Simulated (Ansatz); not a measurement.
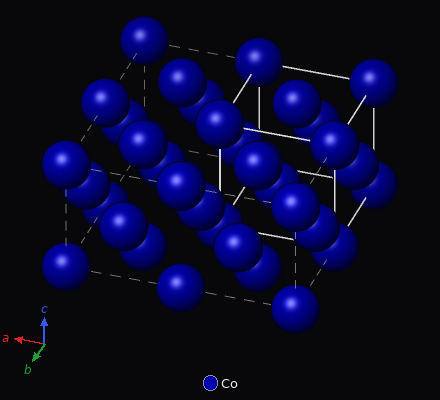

Co (Fm-3m, No. 225): coordinates from a relaxation with DFT, revPBE, plane waves (420 eV) with PAW, scalar-relativistic in Ansatz; the starting structure was generated, so it need not be a known form of this composition.

```cif
data_structure
_symmetry_space_group_name_H-M 'Fm-3m'
_symmetry_Int_Tables_number 225
_cell_length_a 3.5449
_cell_length_b 3.5449
_cell_length_c 3.5449
_cell_angle_alpha 90.000
_cell_angle_beta 90.000
_cell_angle_gamma 90.000
_cell_volume 44.55
loop_
_atom_site_label
_atom_site_type_symbol
_atom_site_symmetry_multiplicity
_atom_site_Wyckoff_symbol
_atom_site_fract_x
_atom_site_fract_y
_atom_site_fract_z
_atom_site_occupancy
Co1 Co 4 a 0.00000 0.00000 0.00000 1
```

### What will a map of the projected electrostatic potential along [001] show? Computed as the sum of neutral-atom potentials (tabulated electron scattering factors, B = 0.8 Å²) projected along the beam and smoothed by 0.25 Å; brighter is more positive. The display is stretched by a gamma of 0.7; percentages refer to the linear signal.

The columns repeat on a square net with a repeat of 1.77 Å (plane group p4mm). All columns are alike (Co). The shortest distance between visible columns is 1.77 Å in projection. Along the beam the structure repeats every 3.54 Å.

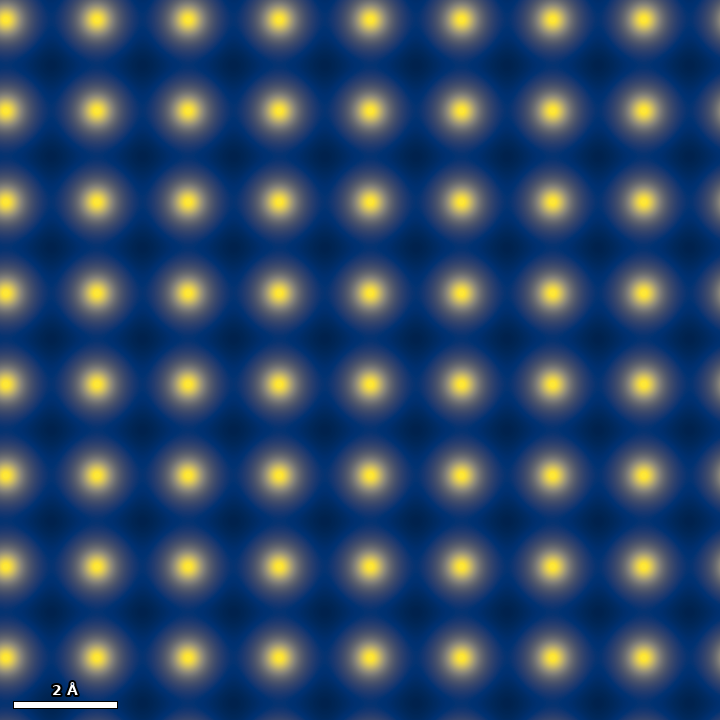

The simulated image.

### What mean inner potential do neutral atoms give for this crystal?

About 29 V (the sum of the forward scattering factors over the cell volume; bonding usually lowers the true value).
